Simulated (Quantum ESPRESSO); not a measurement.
**GaN (F-43m): phonon deformation potentials, worked out**

Aim: the phonon deformation potentials p and q of GaN (F-43m), tested on a biaxially strained cell.

Program: Quantum ESPRESSO 7.5. Level of theory: DFT LDA, scalar-relativistic, plane waves, PseudoDojo norm-conserving pseudopotentials. Results are calculated unless marked as measured.

## Step 1: Set-up

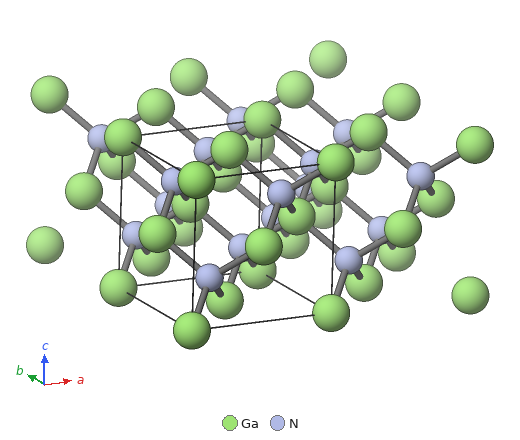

The starting structure, seen slightly off an axis (gallium green, nitrogen light blue). 2×2×1 cells are drawn. This picture shows the conventional cell, with its axes. Bonds to atoms that aren't drawn are left out. Some periodic images of atoms are drawn too.

This is the cell after its relaxation at this level of theory, not the database cell from which that began.

## Step 2: Uniaxial strain

The relaxed cell is stretched along z alone. This keeps all atoms on sites fixed by symmetry and splits the threefold mode into a singlet, polarised along z, and a doublet. The macroscopic field is left out, so these are transverse modes. Cutoff 92 Ry, k mesh 12×12×12.

From the response at ε_zz = 0.01:

The log of the run:

```text
[banners, grids, parts of the stress and lines that vanish by symmetry left out]
Program PHONON v.7.5
     Reading xml data from directory:

[...]
Exchange-correlation= PW
                           (   1   4   0   0   0   0   0)
[...]
kinetic-energy cut-off    =      92.0000  Ry
     charge density cut-off    =     368.0000  Ry
     convergence threshold     =      1.0E-18
[...]
Exchange-correlation= PW
                           (   1   4   0   0   0   0   0)
[...]
q = (   0.0000000   0.0000000   0.0000000 )
      9 Sym.Ops. (with q -> -q+G )
     G cutoff =  333.3266  (  18013 G-vectors)     FFT grid: ( 40, 40, 40)
     number of k points=   163
[...]
Mode symmetry, D_2d (-42m) point group:
[...]
Representation #   1 mode #   1
[...]
End of self-consistent calculation
     Convergence has been achieved
     Representation #   2 mode #   2
[...]
End of self-consistent calculation
     Convergence has been achieved
     Representation #   3 modes #   3   4
[...]
End of self-consistent calculation
     Convergence has been achieved
     Representation #   4 modes #   5   6
[...]
End of self-consistent calculation
     Convergence has been achieved
[...]
q = (    0.000000000   0.000000000   0.000000000 )
[...]
freq (    1) =       0.072910 [THz] =       2.432026 [cm-1]
     freq (    2) =       0.072910 [THz] =       2.432026 [cm-1]
     freq (    3) =       0.073791 [THz] =       2.461411 [cm-1]
     freq (    4) =      16.326528 [THz] =     544.594365 [cm-1]
     freq (    5) =      16.326528 [THz] =     544.594365 [cm-1]
     freq (    6) =      16.416765 [THz] =     547.604324 [cm-1]
[...]
Mode symmetry, D_2d (-42m) point group:
     freq (   1-   1) =          2.4  [cm-1]   --> B_2  X_3  W_2   I+R
     freq (   2-   3) =          2.4  [cm-1]   --> E    X_5  W_3   I+R
     freq (   4-   5) =        544.6  [cm-1]   --> E    X_5  W_3   I+R
     freq (   6-   6) =        547.6  [cm-1]   --> B_2  X_3  W_2   I+R

   JOB DONE.
```

```
  ε_zz  singlet (cm⁻¹)  doublet (cm⁻¹)  σ_zz (GPa)  σ_xx (GPa)
 -0.01          559.96          563.42      -2.955      -1.683
-0.005          556.97          558.65      -1.487      -0.842
     0          553.93          553.93      -0.031      -0.031
 0.005          550.80          549.24       1.413       0.751
  0.01          547.60          544.59       2.844       1.504
```

Stress is counted positive in tension.

## Step 3: The fit

To first order ω² − ω₀² = p ε_zz + q (ε_xx + ε_yy) for the mode along z, and likewise for x and y. With ε_zz alone the singlet gives p and the doublet q.

The linear terms of parabolas through ω² are p = -2.23 ω₀² and q = -3.40 ω₀², with ω₀ = 553.9 cm⁻¹. Those of the stresses are C11 = 290 GPa and C12 = 159 GPa. Under hydrostatic strain p and q imply γ = −(p + 2q)/(6 ω₀²) = 1.50.

A layer held to an in-plane strain ε and free along z takes ε_zz = −2 (C12/C11) ε = -1.099 ε. To first order the singlet then shifts by (q − p C12/C11) ε / ω₀ = -1204 ε cm⁻¹. For ε = 0.004, ε_zz = -0.00440, the formulas for ω² predict 549.09 cm⁻¹ for the singlet and 551.83 cm⁻¹ for the doublet.

## Step 4: A biaxially strained cell

This run was no part of the fit.

The log of the run:

```text
[banners, grids, parts of the stress and lines that vanish by symmetry left out]
[banner, memory and clock lines left out]
Program PHONON v.7.5

[...]
Exchange-correlation= PW
                           (   1   4   0   0   0   0   0)
[...]
kinetic-energy cut-off    =      92.0000  Ry
     charge density cut-off    =     368.0000  Ry
     convergence threshold     =      1.0E-18
[...]
Exchange-correlation= PW
                           (   1   4   0   0   0   0   0)
[...]
q = (   0.0000000   0.0000000   0.0000000 )
      9 Sym.Ops. (with q -> -q+G )
     G cutoff =  329.8838  (  17845 G-vectors)     FFT grid: ( 40, 40, 40)
     number of k points=   163
[...]
Mode symmetry, D_2d (-42m) point group:
[...]
Representation #   1 mode #   1
[...]
End of self-consistent calculation
     Convergence has been achieved
     Representation #   2 mode #   2
[...]
End of self-consistent calculation
     Convergence has been achieved
     Representation #   3 modes #   3   4
[...]
End of self-consistent calculation
     Convergence has been achieved
     Representation #   4 modes #   5   6
[...]
End of self-consistent calculation
     Convergence has been achieved
[...]
q = (    0.000000000   0.000000000   0.000000000 )
[...]
freq (    1) =       0.090121 [THz] =       3.006129 [cm-1]
     freq (    2) =       0.090121 [THz] =       3.006129 [cm-1]
     freq (    3) =       0.095251 [THz] =       3.177240 [cm-1]
     freq (    4) =      16.462372 [THz] =     549.125621 [cm-1]
     freq (    5) =      16.541908 [THz] =     551.778660 [cm-1]
     freq (    6) =      16.541908 [THz] =     551.778660 [cm-1]
[...]
Mode symmetry, D_2d (-42m) point group:
     freq (   1-   2) =          3.0  [cm-1]   --> E    X_5  W_3   I+R
     freq (   3-   3) =          3.2  [cm-1]   --> B_2  X_3  W_2   I+R
     freq (   4-   4) =        549.1  [cm-1]   --> B_2  X_3  W_2   I+R
     freq (   5-   6) =        551.8  [cm-1]   --> E    X_5  W_3   I+R
```

```
   mode  predicted (cm⁻¹)  run (cm⁻¹)
singlet            549.09      549.13
doublet            551.83      551.78
```

The stress along z is -0.026 GPa and that in the plane 1.053 GPa; the unstrained cell carries -0.031 GPa.

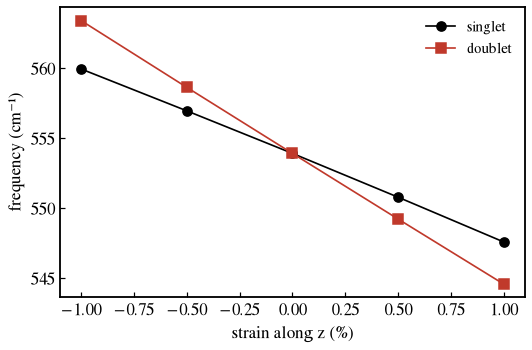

The two components under uniaxial strain.

## Step 5: What came out

| Quantity | Value |
| --- | --- |
| p (in units of the squared frequency) | -2.230 |
| q (same units) | -3.399 |
| shift of the singlet per unit of biaxial strain | -1204 cm⁻¹ |
| C11 and C12 | 290 and 159 GPa |

In words: To first order, one per cent of tensile biaxial strain moves the singlet of GaN (F-43m) by -12.0 cm⁻¹ and the doublet by -5.2 cm⁻¹; the formulas miss the test run by up to 0.05 cm⁻¹. In backscattering from (001) the mode polarised along z is the one seen in diamond and zinc-blende crystals; in a polar crystal it is the LO mode, whose potentials differ somewhat from these. The third potential, r, needs shear strain and a relaxation of the atoms, which was not run. These are harmonic values at zero temperature.

[Host names and launcher messages were left out of these logs when they were recorded.]

[Logs are printed without paths, hosts, clocks, repeated set-up lines and the standing remarks that a program may print on its own settings, such as how far it seeks lower states.]

[Hosts, paths, dates, database ids (printed as entryN), source tags and the programs' standing remarks are cut or masked in the printed files.]
